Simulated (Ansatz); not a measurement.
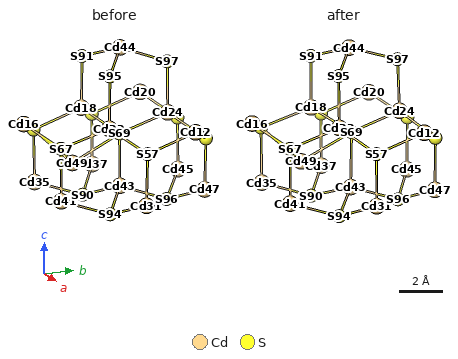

The structure of a defect cell of composition Cd49S48 before (left) and after (right) a relaxation, at one scale.

A ball-and-stick model of the atoms within 5.0 Å of the atom that moves most (axes of the cell of the calculation (origin shifted)), seen slightly off an axis.

Theory: DFT, PBEsol, PAW, plane waves in Ansatz 0.2.0. (plane-wave cutoff 420 eV; k-point mesh 1 × 1 × 1; mesh shifted by (0.25, 0.25, 0.25); no spin polarisation; atoms relaxed in a fixed cell; force threshold 0.03 eV/Å; at most 80 steps)

> What changed between the two?

The atom that moves furthest is an S atom (0.16 Å along [0 2 1]). Largest moves by element: S 0.16 Å, Cd 0.15 Å. The cell doesn't change. Some distances before and after: Cd–Cd 2.686 → 2.855 Å, Cd–Cd 2.711 → 2.861 Å, Cd–S 2.535 → 2.670 Å, Cd–S 2.653 → 2.786 Å. Among the angles between lasting bonds that change: S–Cd–S 107.0° → 114.0°, Cd–S–Cd 75.5° → 71.5°, Cd–S–Cd 110.9° → 107.5°. After 3 geometry steps the energy has fallen by 0.842 eV per cell of the calculation. Largest force component: 1.1 eV/Å at the start, 0.014 eV/Å at the end. The run took 11 s on 1 × NVIDIA GB300 Max-Q with 8 threads of Arm Neoverse-V2, peak memory 2.6 GiB.
